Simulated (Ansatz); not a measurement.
Consider C.

```
CELL_PARAMETERS angstrom
4.71007 0.00000 0.00000
-2.35503 4.07904 0.00000
0.00000 0.00000 4.09694
ATOMIC_POSITIONS crystal
C 0.66667 0.33333 0.18259
C 0.33333 0.66667 0.18259
C 0.66667 0.33333 0.81741
C 0.33333 0.66667 0.81741
C 0.50000 0.50000 0.33929
C 0.00000 0.50000 0.33929
C 0.50000 0.00000 0.33929
C 0.50000 0.50000 0.66071
C 0.50000 0.00000 0.66071
C 0.00000 0.50000 0.66071
```

Space group P6/mmm; changed on purpose from its base cell (volume × 0.94, shape and atoms relaxed); computed pressure about 17 GPa in this cell.

These are results of DFT r2SCAN, scalar-relativistic, plane waves, PAW (Ansatz 0.2.0), not measurements.

### What can the converged valence pseudo-density and electron localisation function tell about the bonding?

C–C (1.32 Å): ρ at the midpoint is about 2.5 e/Å³; the ELF peaks at about 0.90 between the atoms.
C–C (1.50 Å): the density is about 1.8 e/Å³ at the midpoint; the ELF peaks at about 0.95 between the atoms.

### Does the calculation give a band gap?

It is metallic or semimetallic at this level of theory: no gap opens.

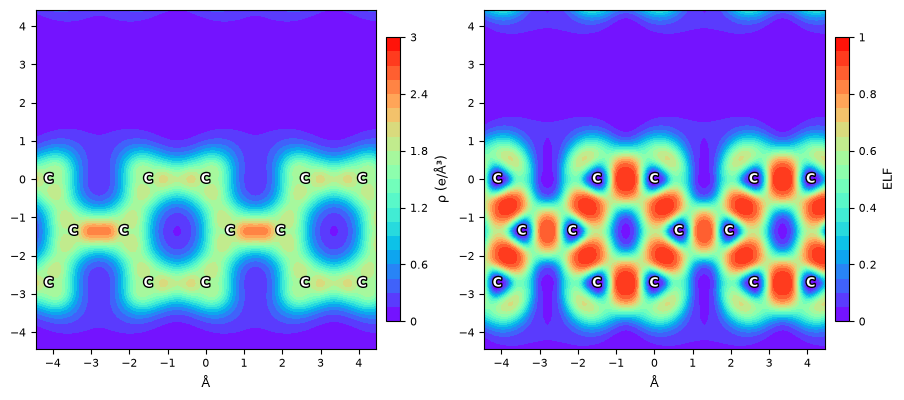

Computed valence pseudo-density and electron localisation function on the (110) plane of the conventional cell, in this order. 

In a PAW calculation such maps are meaningful between the atoms, not at the nuclei.
